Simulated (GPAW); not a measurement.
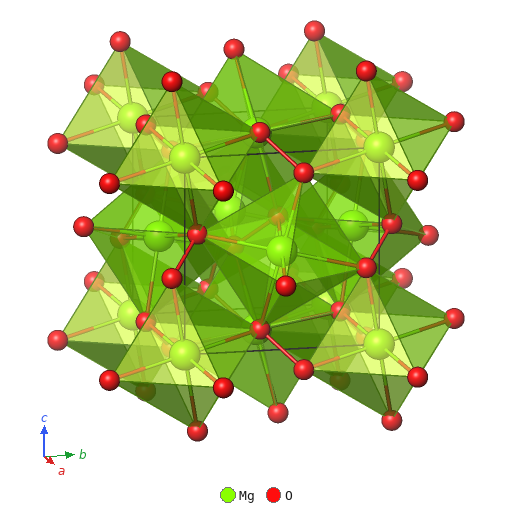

System: MgO₂, space group Pa-3 (No. 205). The picture shows the conventional cell.

Input file:
```
from ase import Atoms
from ase.calculators.mixing import SumCalculator
from ase.eos import EquationOfState
from ase.io import Trajectory
from ase.units import GPa
from dftd3.ase import DFTD3
from gpaw import GPAW, PW, setup_paths

setup_paths.insert(0, '.')

atoms = Atoms(['Mg', 'Mg', 'Mg', 'Mg', 'O', 'O', 'O', 'O', 'O', 'O', 'O', 'O'],
              cell=[[4.82861247, 0.0, 0.0],
                    [0.0, 4.82861247, 0.0],
                    [0.0, 0.0, 4.82861247]],
              scaled_positions=[[0.0, 0.0, 0.0],
                                [0.5, 0.0, 0.5],
                                [0.5, 0.5, 0.0],
                                [0.0, 0.5, 0.5],
                                [0.58942444, 0.91057556, 0.08942444],
                                [0.91057556, 0.08942444, 0.58942444],
                                [0.08942444, 0.58942444, 0.91057556],
                                [0.41057556, 0.41057556, 0.41057556],
                                [0.58942444, 0.58942444, 0.58942444],
                                [0.91057556, 0.41057556, 0.08942444],
                                [0.08942444, 0.91057556, 0.41057556],
                                [0.41057556, 0.08942444, 0.91057556]],
              pbc=True)

traj = Trajectory('eos.traj', 'w')
volumes, energies = [], []
for x in [0.94, 0.96, 0.98, 1.0, 1.02, 1.04, 1.06]:
    a = atoms.copy()
    a.set_cell(atoms.cell * x**(1 / 3), scale_atoms=True)
    calc = GPAW(mode=PW(800),
                xc='PBEsol',
                kpts={'size': (4, 4, 4), 'gamma': True},
                occupations={'name': 'fermi-dirac', 'width': 0.05},
                nbands=71,
                convergence={'density': 1e-05, 'energy': 1e-05},
                maxiter=150,
                txt=f'eos-{x:.2f}.txt')
    a.calc = SumCalculator([calc, DFTD3(method='pbesol', damping='d3zero')])
    energies.append(a.get_potential_energy())
    volumes.append(a.get_volume())
    p = -a.get_stress()[:3].mean() / GPa
    calc.write(f'eos-{x:.2f}.gpw')
    traj.write(a)
    print(f'{x:.2f} {volumes[-1]:10.4f} A^3 {energies[-1]:14.6f} eV {p:9.3f} GPa', flush=True)

v0, e0, B = EquationOfState(volumes, energies, eos='birchmurnaghan').fit()
print(f'V0 = {v0:.4f} A^3, E0 = {e0:.6f} eV, B0 = {B / GPa:.2f} GPa')
```

Launched with:
```bash
gpaw-setup -f PBEsol Mg O
OMP_NUM_THREADS=1 python run.py
```

Computed with GPAW 26.7.0: PAW DFT in plane waves, on a grid or in atomic orbitals, no spin polarisation; energies at scaled volumes of the given cell, shape and fractions fixed, counted from the fit's minimum, third-order Birch-Murnaghan fit. Level: PBEsol with D3.

```json
{"setting": "k mesh", "value": "4×4×4"}
{"setting": "occupations", "value": "Fermi–Dirac"}
{"setting": "smearing width", "value": "0.05 eV"}
{"setting": "potentials", "value": "PAW data sets made by gpaw setup for the functional"}
{"setting": "wave cutoff", "value": "800 eV"}
{"setting": "program settings", "value": "basis pw"}
```

Predict the energy and pressure against volume. The volume takes the values 8.8189, 9.0065, 9.1942, 9.3818, 9.5694, 9.7571, 9.9447 Å³/atom.

A third-order Birch–Murnaghan fit gives V0 = 9.36 Å³/atom, B0 = 152 GPa and B′ = 4.0. The energy is 16.36 meV/atom at volume 8.8189 Å³/atom and 15.61 meV/atom at 9.9447 Å³/atom; the lowest computed point is at volume 9.3818 Å³/atom (0.05 meV/atom), and no other minimum shows. The pressure falls from 10.00 GPa at volume 8.8189 Å³/atom to −8.28 GPa at 9.9447 Å³/atom, and changes sign near 9.35 Å³/atom.

```json
{"volume (Å³/atom)": "8.8189", "energy (meV/atom)": "16.36", "pressure (GPa)": "10.00"}
{"volume (Å³/atom)": "9.0065", "energy (meV/atom)": "6.74", "pressure (GPa)": "6.11"}
{"volume (Å³/atom)": "9.1942", "energy (meV/atom)": "1.43", "pressure (GPa)": "2.61"}
{"volume (Å³/atom)": "9.3818", "energy (meV/atom)": "0.05", "pressure (GPa)": "-0.55"}
{"volume (Å³/atom)": "9.5694", "energy (meV/atom)": "2.12", "pressure (GPa)": "-3.39"}
{"volume (Å³/atom)": "9.7571", "energy (meV/atom)": "7.41", "pressure (GPa)": "-5.96"}
{"volume (Å³/atom)": "9.9447", "energy (meV/atom)": "15.61", "pressure (GPa)": "-8.28"}
```

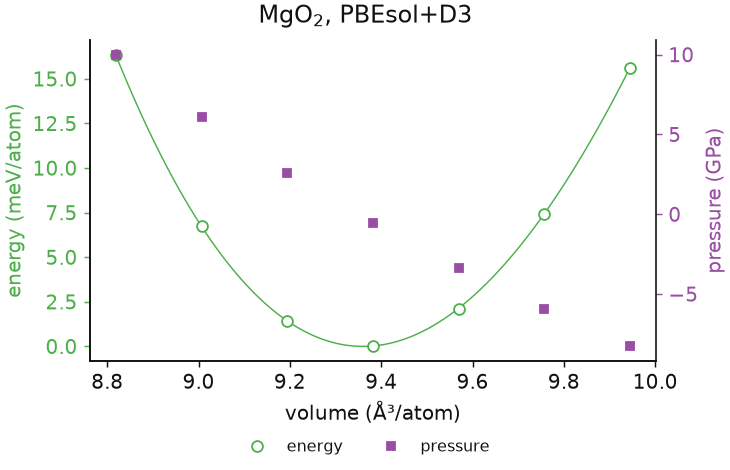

Note: coarse k mesh; shape and atomic fractions are frozen while scaling, which makes layered, chain and framework solids too stiff.
